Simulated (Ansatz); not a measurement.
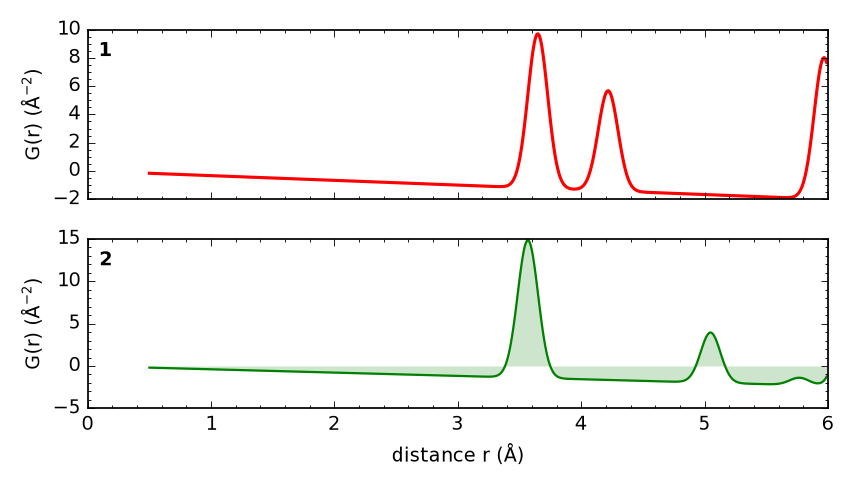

Computed X-ray G(r), with each pair weighted by the product of the atomic numbers (X-ray weights at Q = 0) and a uniform peak width σ = 0.08 Å. No termination ripples are included.

Candidate structures:

A. 
```cif
data_structure
_symmetry_space_group_name_H-M 'P 1'
_symmetry_Int_Tables_number 1
_cell_length_a 4.2195
_cell_length_b 4.2195
_cell_length_c 4.2195
_cell_angle_alpha 90.000
_cell_angle_beta 90.000
_cell_angle_gamma 90.000
_cell_volume 75.12
loop_
_atom_site_label
_atom_site_type_symbol
_atom_site_fract_x
_atom_site_fract_y
_atom_site_fract_z
_atom_site_occupancy
La1 La 0.00000 0.00000 0.00000 1
La2 La 0.50000 0.50000 0.50000 1
```

B. 
```xyz
4
Lattice="3.5889 0.0000 0.0000 -1.7944 3.1081 0.0000 0.0000 0.0000 11.5408" Properties=species:S:1:pos:R:3 pbc="T T T"
La    0.0000    0.0000    0.0000
La    0.0000    0.0000    5.7704
La    0.0000    2.0720    2.8852
La    1.7944    1.0360    8.6556
```

Origins: A, the input geometry of an electronic-structure calculation (not necessarily at equilibrium); the starting structure was generated, so it need not be a known form of this composition; B, the end point of a relaxation with Ansatz, DFT LDA, scalar-relativistic, plane waves, PAW.

Q: Match each curve to its structure.

A: curve 1 is A (La, first clear peaks at 3.65 Å (La–La) and 4.22 Å (La–La)); curve 2 is B (La, first clear peaks at 3.57 Å (La–La) and 5.05 Å (La–La)).
